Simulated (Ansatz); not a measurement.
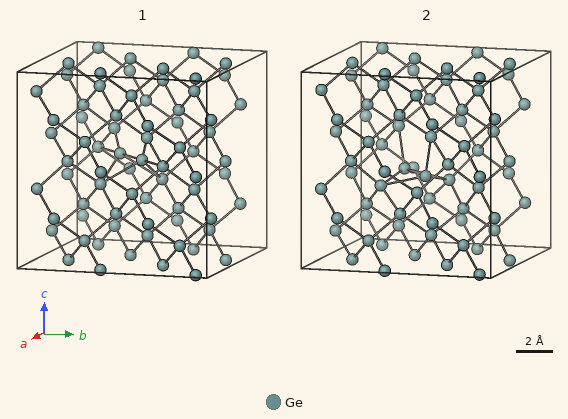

Two geometries of a defect cell of composition Ge₆₅ (cell charge −2), drawn at one scale. One is the start of a relaxation, the other its converged end. The picture is a ball-and-stick view of the cell of the calculation (origin shifted), seen slightly off an axis.

All numbers below come from Ansatz, DFT, PBEsol, PAW, plane waves. Set-up: plane-wave cutoff 420 eV; k-point mesh 1 × 1 × 1; mesh shifted by (0.25, 0.25, 0.25); no spin polarisation; atoms relaxed in a fixed cell; force threshold 0.03 eV/Å; at most 80 steps.

**Which one is relaxed?**

Structure 2 is the relaxed one. The energy falls by 25.564 eV per cell of the calculation in 8 geometry steps. Largest force component: 48 eV/Å at the start, 0.0097 eV/Å at the end. A Ge atom moves most: 0.93 Å along −c. The cell doesn't change. Some distances before and after: Ge–Ge 1.518 → 2.472 Å, Ge–Ge 1.546 → 2.472 Å, Ge–Ge 2.658 → 3.004 Å, Ge–Ge 2.702 → 2.975 Å. Bond angles that change, for instance: Ge–Ge–Ge 133.7° → 110.3°, Ge–Ge–Ge 90.7° → 113.6°, Ge–Ge–Ge 133.1° → 112.1°. The run took 7.3 s on 1 × NVIDIA GB200 with 8 threads of Arm Neoverse-V2, peak memory 2 GiB.

Limits of the set-up: the cell is charged, on a uniform background, and energies carry no finite-size correction.
